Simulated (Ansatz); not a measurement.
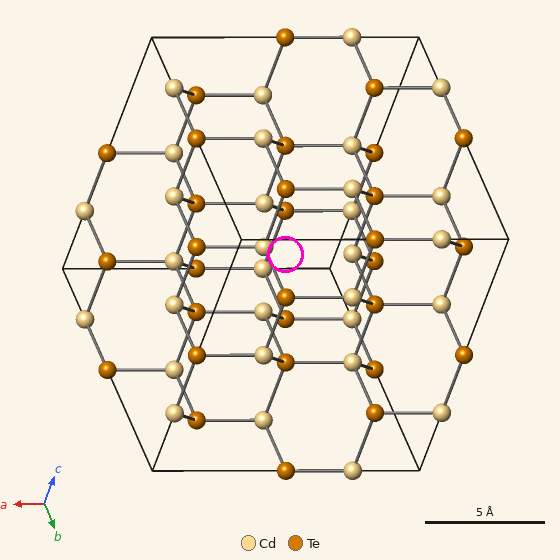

Drawn in the ball-and-stick manner and seen from a general direction. The frame is the supercell; atoms at its boundary are shown with their periodic copies. The host is CdTe, in a cell of 32 sites, and the cell is neutral. A ring marks the defect's site.

Question: What imperfection does the supercell contain?

Answer: A tellurium vacancy. Around the empty site lie four Cd at about 2.8 Å.

The structure was taken from a structure listed in the Materials Project, repeated into a supercell with a point defect put in. Earlier steps of the study, as a rule a relaxation of our own, may have changed the cell and positions, so they can lie some per cent off the listed ones. It was set up as input for a calculation with Ansatz.
